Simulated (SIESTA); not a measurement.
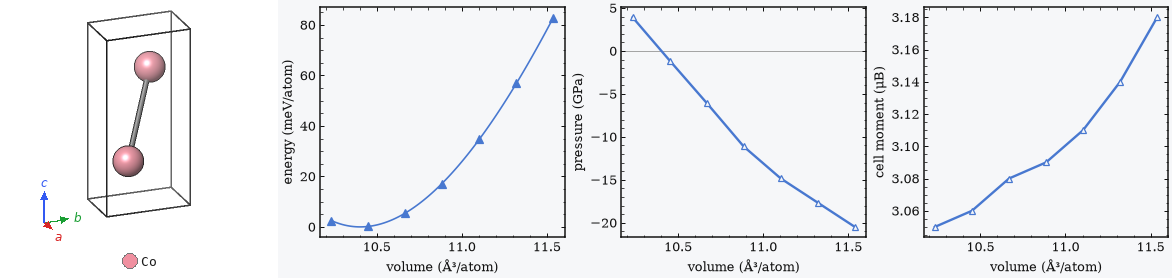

The plot gives the computed energy, pressure and cell moment against volume for Co, space group P-3m1 (No. 164). The conventional cell is drawn beside the plot.

Cell as given: a = 2.487 Å, b = 2.487 Å, c = 4.063 Å, α = 90.00°, β = 90.00°, γ = 120.00°; 2 atoms.

How it was computed, with SIESTA 5.4.2: DFT in numerical atomic orbitals with pseudopotentials, collinear spins; energies at scaled volumes of the given cell, shape and fractions fixed, counted from the fit's minimum, third-order Birch-Murnaghan fit. Level: PBEsol, collinear spin.

```json
{"setting": "k mesh", "value": "9×9×5"}
{"setting": "occupations", "value": "Fermi–Dirac"}
{"setting": "smearing width", "value": "0.05 eV"}
{"setting": "potentials", "value": "PseudoDojo 0.4 standard, converted to PSML, two zetas on semicore shells"}
{"setting": "program settings", "value": "basis DZP, mesh cutoff 800 Ry"}
```

**What equilibrium volume and bulk modulus follow from the curve?**

A third-order Birch–Murnaghan fit gives V0 = 10.40 Å³/atom, B0 = 278 GPa and B′ = 6.4.

**What does the pressure do across the range?**

It falls from 3.92 GPa at volume 10.23 Å³/atom to −20.48 GPa at 11.54 Å³/atom, and changes sign near 10.40 Å³/atom.

Caveats: mulliken charges of long orbitals; short basis over semicore shells; shape and atomic fractions are frozen while scaling, which makes layered, chain and framework solids too stiff.
